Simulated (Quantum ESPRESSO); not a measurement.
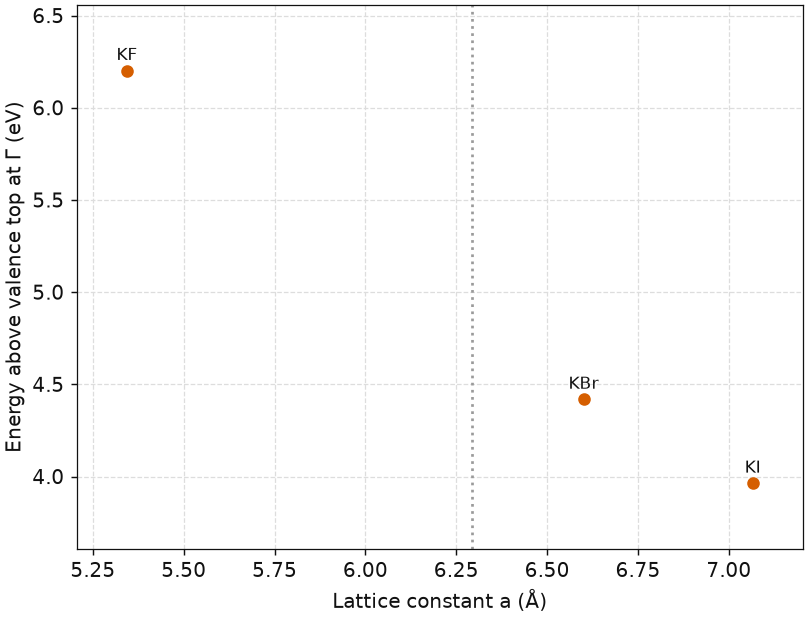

Lowest conduction level at Γ, counted from the valence-band top at Γ, for four rocksalt crystals against the lattice constant, each in its database cell. All by Quantum ESPRESSO with PBE, without spin-orbit coupling, no moments; potentials: SG15 PBE 1.2 (KF, KCl and KBr); PseudoDojo 0.4.1 SR PBE standard (KI).

| compound | a (Å) | k mesh | Γ (eV) |
| --- | --- | --- | --- |
| KF | 5.344 | 6×6×6 | 6.20 |
| KBr | 6.600 | 6×6×6 | 4.42 |
| KI | 7.066 | 7×7×7 | 3.96 |

Question: KCl (a = 6.293 Å, dotted line) is left out. Estimate its value at Γ.

Answer: A straight line through the other values at Γ gives 4.92 eV. The run gives 5.20 eV at Γ, so the line misses by 0.28 eV: a straight line in the lattice constant doesn't capture this level.

Question: How does the value at Γ change from F to I?

Answer: KF 6.20, KCl 5.20, KBr 4.42 and KI 3.96 eV: it falls at each step to the heavier element.

LDA, GGA and most meta-GGA functionals understate gaps. Spin-orbit coupling is left out, which matters for I and Br. KCl: this potential file gives levels or pressures that part from those of other sets. The cells are as the databases list them, so they lie at different pressures for this functional.
